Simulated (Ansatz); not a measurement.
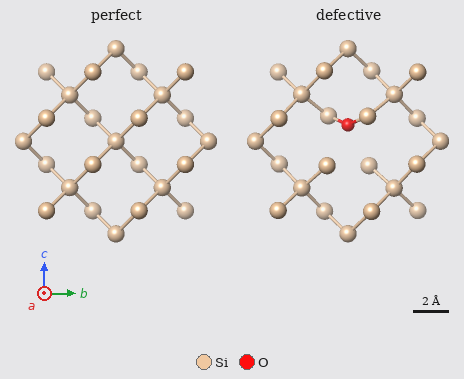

Left: perfect Si. Right: the same region with one point defect, after relaxing the atoms in a supercell of 64 sites. The picture is a ball-and-stick view of the atoms within 6.0 Å of one point, in a slice 4.2 Å thick across the line of sight, seen along the a axis.

Method: Ansatz, DFT, PBEsol, PAW, plane waves. Settings: plane-wave cutoff 420 eV; k-point mesh 1 × 1 × 1; mesh shifted by (0.25, 0.25, 0.25); no spin polarisation. Fermi-Dirac smearing of 0.01 eV. The axes drawn are those of the host's conventional cell.

Which defect is it?

A silicon atom is replaced by oxygen.

The charge state of the cell is 0.

How does the lattice respond?

In the host the Si atom has 4 Si at 2.35 Å; the O atom ends with 2 Si at 1.70 to 1.71 Å. Of the host's atoms, a silicon atom moves furthest from its site, by 0.33 Å. The O atom itself moves 0.96 Å from where it was put.
